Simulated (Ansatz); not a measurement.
# Geometry relaxation of Rh (part 2 of 2)

Continued. System: Rh (slab, 3 atoms in the cell). Method: DFT PBE, scalar-relativistic, plane waves, PAW, PAW set soft_1, no spin polarisation (Ansatz 0.2.0); cutoff 420 eV, 11×11×1 k-mesh, Gaussian smearing of 0.1 eV. The structure derives from an entry of the Crystallography Open Database. The input holds or restrains some coordinates. Forces given for the steps count only the free coordinates.

Geometry of the input (Å; fractional positions):
```
2.7083  0.0000  0.0000
0.0000  2.7083  0.0000
0.0000  0.0000  17.8301
Rh 0.5000  0.5000  0.3926
Rh 0.0000  0.0000  0.5000
Rh 0.5000  0.5000  0.6074
```

**The program's output, continued**
```
SCF iter   1: F=—  HF=-19206.671675 eV  |F-HF|=—  |Δ(HF+E_count)|=         —  Δρ=1.30e-5  dr2=6.03e-7  ethr=1.18e-9  p=-0.000 e·Å  D=-1.14e-4 V/Å  ΔV_dip=0.00 eV  dr2_dipole=4.49e-8  V_vac-E_F(+/−)=4.94/4.94 eV  ⟨swp⟩=1.0  Hψ=1806  notcnv=0
efield: sawtooth ramp at fractional position 0.9800 (handed on by an earlier solve), width 0.0400; the density the first Hamiltonian is built on has a dipole p = -0.000 e·Å; the dipole correction subtracts the counter field D = -1.14e-4 V/Å, which shifts the + side's vacuum level by +0.00 eV against the − side's; the planar-averaged density in the ramp window peaks in size at 1.6e-5 e/Å³
preconditioner: auto → LDOS  [metal: Δε(μ)=0.009 eV  Ē_g=5.303 eV  σ=0.100 eV  W_gap=0.05  n_scr=16 (ndim 8)  ℏωp=16.9 eV  f_vac=0.597  D(μ)=6.16/eV (n_scr^D=60)  β→1.0]
SCF iter   2: F=—  HF=-19206.671675 eV  |F-HF|=—  |Δ(HF+E_count)|=   3.54e-7  Δρ=9.32e-6  dr2=1.23e-7  ethr=1.18e-9  p=-0.000 e·Å  D=-1.21e-4 V/Å  ΔV_dip=0.00 eV  dr2_dipole=1.09e-9  V_vac-E_F(+/−)=4.94/4.94 eV  ⟨swp⟩=2.6  Hψ=933  notcnv=0
SCF iter   3: F=—  HF=-19206.671675 eV  |F-HF|=—  |Δ(HF+E_count)|=   6.26e-8  Δρ=6.07e-6  dr2=1.04e-7  ethr=1.96e-10  p=-0.000 e·Å  D=-1.21e-4 V/Å  ΔV_dip=0.00 eV  dr2_dipole=9.16e-13  V_vac-E_F(+/−)=4.94/4.94 eV  ⟨swp⟩=6.7  Hψ=2683  notcnv=0
SCF iter   4: F=-19206.671675 eV  HF=-19206.671675 eV  |F-HF|=1.45e-8  |Δ(HF+E_count)|=   2.56e-8  Δρ=1.57e-6  dr2=5.79e-9  ethr=1.96e-10  p=-0.000 e·Å  D=-1.22e-4 V/Å  ΔV_dip=0.00 eV  dr2_dipole=7.79e-11  V_vac-E_F(+/−)=4.94/4.94 eV  ⟨swp⟩=6.1  Hψ=2378  notcnv=0
SCF 4 converged in 4 iterations: F = -19206.671675 eV  dr2 = 5.79e-9
relax step   4: F+E_penalty+E_count = -19206.67167500 eV  Δ(F+E_penalty+E_count) = -6.206e-7 eV  max|allowed force component| = 2.166e-2 eV/Å  Δτ_max = 0.0000 Å  (4 SCF iters, accepted)
```

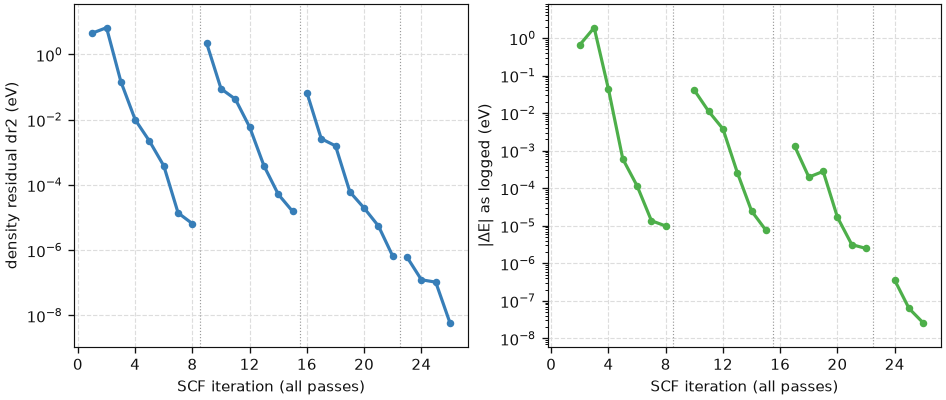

*Convergence of the self-consistent field: density residual dr2 and size of the energy change against the SCF iteration. The dotted lines part the SCF passes of the relaxation: geometry steps, rejected trials and re-solves on a re-selected basis.*

The passes take 8, 7, 7 and 4 iterations.

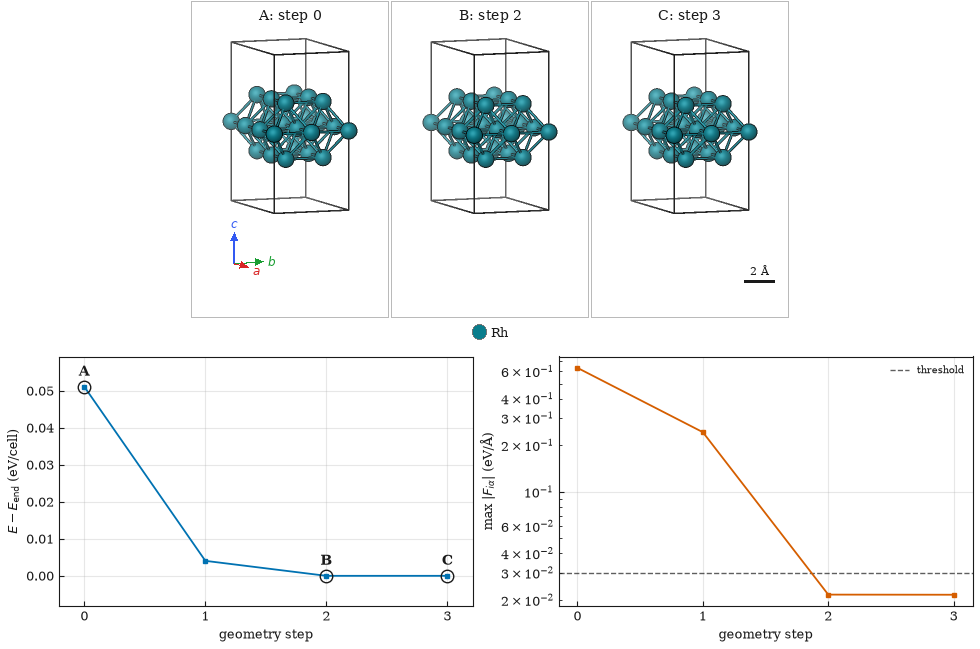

*Frames of the restrained relaxation (ball-and-stick view of the 3 × 2 repeat of the cell, with the vacuum cut short, seen slightly off an axis) above the curves, on which the letters mark them (the first geometry is step 0 here and step 1 in the log).*

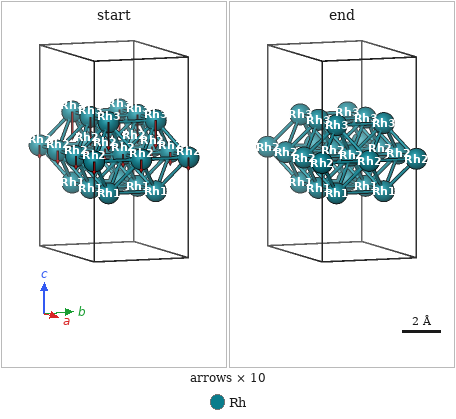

*Before (left) and after (right) the restrained relaxation, at one scale (ball-and-stick view of the 3 × 2 repeat of the cell, with the vacuum cut short, seen slightly off an axis). The red arrows give the displacements, magnified 10 times.*

The largest move is that of Rh3, 0.16 Å. The lattice vectors keep their values. Among the contacts that change: Rh1–Rh2 2.708 → 2.655 Å. After 3 geometry steps the energy has fallen by 51.1 meV per cell of the calculation. Largest force component: 0.63 eV/Å at the start, 0.022 eV/Å at the end. (Atoms are counted from 1 in the order of the input.)

```
SCF converged after 4 iterations
Free energy (F): -19206.671675 eV
Harris-Foulkes:  -19206.671675 eV  (|F-HF|=1.45e-8)
Internal energy: -19206.640850 eV  (E = F + TS)
E sigma→0 (E₀):  -19206.656263 eV
Entropy (-TS):   -0.030825 eV (-10.275 meV/atom)
Fermi energy:    3.710752 eV
Dipole field:    D = -0.000137 V/Å  (p = -0.000099 e·Å, saw-weighted, corrected)
Work function:   Φ+ = 4.9383 eV   Φ− = 4.9358 eV
Levels:          The Fermi level and band energies are counted from a zero that moves with the ramp; work functions are not
--- Per-component energies (eV) ---
  E_band       = -1186.922194
  E_kinetic    = 1607.734120
  E_local      = -51301.396781  (includes V_loc(G=0)·N_el)
  E_nonlocal   = 898.567720
  E_hartree    = 24615.357192
  E_xc         = -601.576595
  E_vxc        = -754.389716  (∫ρ·V_xc dr)
  E_paw        = -10811.055053  (= ΣΔE_a)
  E_vpaw       = -868.157916  (= ΣTr[D̂ρ^β])
  E_aug_tail   = 0.000152  (compensation charges beyond the density's cutoff)
  E_efield     = 0.000000  (sawtooth field / dipole correction)
  E_vefield    = -0.000541  (∫n·V_field dr)
  E_ewald      = 16385.728393
  E_smearing   = -0.030825  (= −TS)
  E_closure    = 0.000000  (closes the sum)
  Σ components = -19206.671675   (vs F -19206.671675, Δ=0.00e0)
--- Forces (eV/Å), atoms counted from 1 ---
  atom   1  Rh     0.00000000     0.00000000     0.00709460
  atom   2  Rh     0.00000000     0.00000000    -0.02165578
  atom   3  Rh    -0.00000000     0.00000000     0.01456457
  max |Σ_I F_I| component: 3.40e-6 eV/Å
--- Band table (eV; the first three rows and the last of 21) ---
  k-point 0: bands = ["-75.2300", "-74.5142", "-74.5076", "-43.1523", "-42.9484", "-42.9484", "-42.3404", "-42.2514", "-42.2514", "-42.2455", "-42.2314", "-42.2314", "-3.1604", "-1.8889", "-1.7973", "-1.1326", "-0.3456", "0.6321", "1.1714", "1.1714", "2.1504", "2.6276", "2.8398", "2.9364", "2.9364", "3.9021", "4.1069", "4.3259", "4.3637", "4.3637", "6.2123"]
  k-point 1: bands = ["-75.2269", "-74.5115", "-74.5052", "-43.1482", "-42.9833", "-42.9445", "-42.3323", "-42.2864", "-42.2603", "-42.2489", "-42.2382", "-42.2305", "-2.9629", "-1.7694", "-1.6302", "-0.9976", "-0.2430", "0.7299", "1.0372", "1.1959", "2.3132", "2.4462", "2.5154", "2.6689", "3.2033", "3.6866", "3.7848", "4.2118", "4.4602", "4.6014", "6.8695"]
  k-point 2: bands = ["-75.2184", "-74.5042", "-74.4989", "-43.1390", "-43.0731", "-42.9340", "-42.3544", "-42.3503", "-42.2973", "-42.2460", "-42.2423", "-42.2280", "-2.4639", "-1.5163", "-1.0811", "-0.9463", "0.3378", "0.8896", "0.9999", "1.2442", "1.9530", "1.9843", "2.3138", "2.7768", "3.2445", "3.2542", "3.3383", "4.0441", "4.5151", "5.4653", "7.9440"]
  k-point 20: bands = ["-75.1572", "-74.4479", "-74.4443", "-43.2889", "-43.2884", "-43.0016", "-42.5680", "-42.5629", "-42.5261", "-42.5230", "-42.2676", "-42.2624", "-2.0040", "-1.4890", "-1.4123", "-1.4069", "-0.4776", "0.7735", "0.7922", "3.0254", "3.4608", "3.4632", "3.6675", "3.9516", "4.2761", "4.8333", "4.9717", "8.0532", "8.9700", "11.3977", "12.4819"]
--- Relaxed structure (4 steps of the walk, 4 accepted, 0 SCFs on fresh bases) ---
  F+E_penalty+E_count = -19206.67167500 eV   max|allowed force component| = 2.166e-2 eV/Å
  atoms:
    - { symbol: Rh, position: [0.5, 0.5, 0.3925944368] }
    - { symbol: Rh, position: [-6.222327496189616e-35, 0.0, 0.4957007218109307] }
    - { symbol: Rh, position: [0.5, 0.5, 0.5986358155050013] }
```

**Trajectory as extended XYZ (Å, eV, eV/Å), 4 frames, from step=1 to step=4**
```
3
Lattice="2.7083 0.0000 0.0000 0.0000 2.7083 0.0000 0.0000 0.0000 17.8301" Properties=species:S:1:pos:R:3:forces:R:3 step=1 energy=-19206.62057
Rh    1.3541    1.3541    7.0000    0.0000   0.0000   0.6323
Rh    0.0000    0.0000    8.9151    0.0000   0.0000   0.0000
Rh    1.3541    1.3541   10.8301    0.0000   0.0000  -0.6322
3
Lattice="2.7083 0.0000 0.0000 0.0000 2.7083 0.0000 0.0000 0.0000 17.8301" Properties=species:S:1:pos:R:3:forces:R:3 step=2 energy=-19206.66762
Rh    1.3541    1.3541    7.0000    0.0000   0.0000  -0.1296
Rh    0.0000    0.0000    8.8250    0.0000   0.0000  -0.1140
Rh    1.3541    1.3541   10.6351    0.0000   0.0000   0.2429
3
Lattice="2.7083 0.0000 0.0000 0.0000 2.7083 0.0000 0.0000 0.0000 17.8301" Properties=species:S:1:pos:R:3:forces:R:3 step=3 energy=-19206.67167
Rh    1.3541    1.3541    7.0000    0.0000   0.0000   0.0069
Rh    0.0000    0.0000    8.8384    0.0000   0.0000  -0.0217
Rh    1.3541    1.3541   10.6737    0.0000   0.0000   0.0146
3
Lattice="2.7083 0.0000 0.0000 0.0000 2.7083 0.0000 0.0000 0.0000 17.8301" Properties=species:S:1:pos:R:3:forces:R:3 step=4 energy=-19206.67168
Rh    1.3541    1.3541    7.0000    0.0000   0.0000   0.0071
Rh    0.0000    0.0000    8.8384    0.0000   0.0000  -0.0217
Rh    1.3541    1.3541   10.6737    0.0000   0.0000   0.0146
```

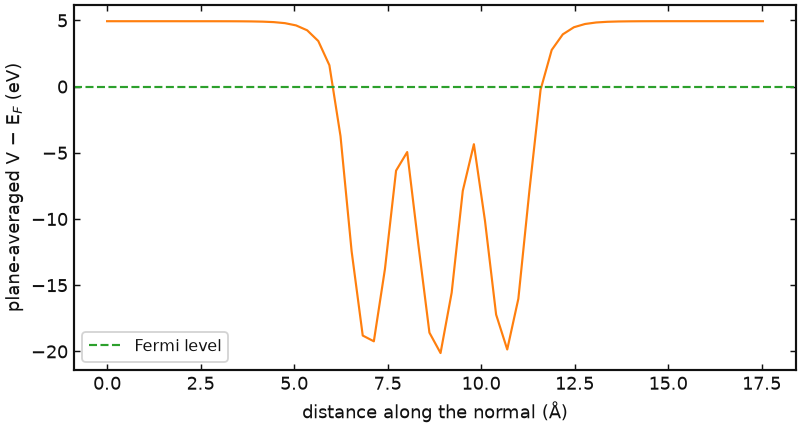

*Plane average of the electrostatic potential energy of an electron across the cell, from the Fermi level.*

The vacuum level lies 4.94 eV above the Fermi level.

**Results in brief**

- outcome: converged under the restraints of the input
- electrons treated: 51
- free energy: −19206.6717 eV
- work function, top face: 4.94 eV
- work function, bottom face: 4.94 eV
- Fermi energy: 3.711 eV
- gap on the k-point mesh: none (metallic)
- final volume: 130.78 Å³
- work function (upper face): 4.94 eV
- largest force (length of the vector) at the end, held atoms and coordinates included: 0.022 eV/Å
- wall time: 7 s (CPU time 27 s)
- peak memory: 0.42 GiB

**Remarks**

Warnings of the run: the density in the vacuum is higher than it should be, so vacuum levels may be off.
